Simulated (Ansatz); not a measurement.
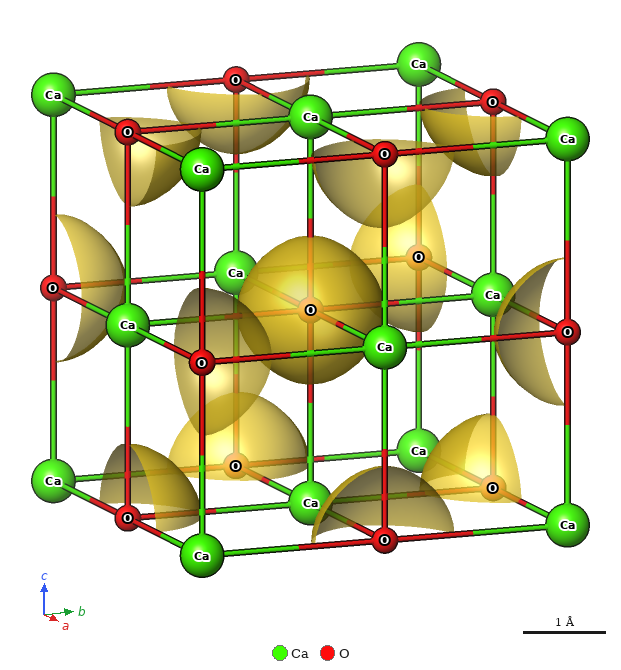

The picture shows: CaO. Bonding charge density, ρ(crystal) − Σ ρ(neutral atoms): yellow surfaces at +0.08, none at −0.08 e/Å³, in the conventional cell seen slightly off an axis (the regions close to the nuclei are left out). Cores are masked to 1.0 Å (Ca) and 0.6 Å (O).

Space group Fm-3m.

Level of theory: Ansatz, DFT PBE, scalar-relativistic, plane waves, PAW.

Core electrons are frozen (PAW), so the fields are smoothed inside the atomic spheres.

The calculation's input:

```
crystal:
  lattice:
    - [0.0, 2.4065, 2.4065]
    - [2.4065, 0.0, 2.4065]
    - [2.4065, 2.4065, 0.0]
  atoms:
    - { symbol: Ca, position: [0.0, 0.0, 0.0] }
    - { symbol: O, position: [0.5, 0.5, 0.5] }
basis:
  ecutwfc: 420
  fft_grid_basis: typed
kpoints:
  mp_grid: { grid: [12, 12, 12] }
hamiltonian:
  xc: pbe
  pseudopotentials: { kind: paw }
scf:
  occupations: { method: gaussian, width: 0.05 }
output:
  forces: true
  stress: true
  eigenvalues: true
  bader: true
  write_density: true
  volumetric_format: npy
  elf: true
```

Run with:

```sh
ansatz run input.yaml --threads 1 --pin off --max-ram 3072MiB --backend cpu --events-out ev --progress --plain --runs-dir out
```

The picture shows the conventional cell (a = 4.81 Å, b = 4.81 Å, c = 4.81 Å, α = 90.00°, β = 90.00°, γ = 90.00°).

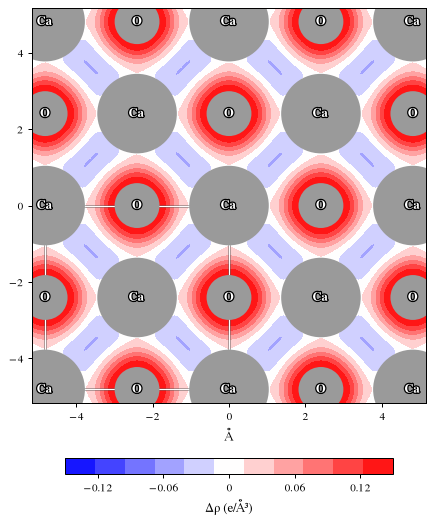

The same field as a map on the (001) plane of the conventional cell, with grey discs over the atomic cores.

### Read the map: where is density gained and where lost?

Ca–O (2.41 Å): Δρ is +0.02 e/Å³ at the midpoint (close to a masked core, so read it with care). Ca–Ca (3.40 Å): Δρ is −0.04 e/Å³ at the midpoint. Over the whole cell, outside the masked cores, the largest gain lies at the edge of the masked core of O, and the largest loss, 0.06 e/Å³, lies 2.0 Å from a calcium nucleus and 2.0 Å from an oxygen one. In all about 0.27 e an atom is rearranged against the free atoms. Bader charges: Ca +1.48 and O −1.48 e.

Cost of the run: 15 s on 1 thread of Arm Neoverse N1 (shared host), peak memory 0.28 GiB.
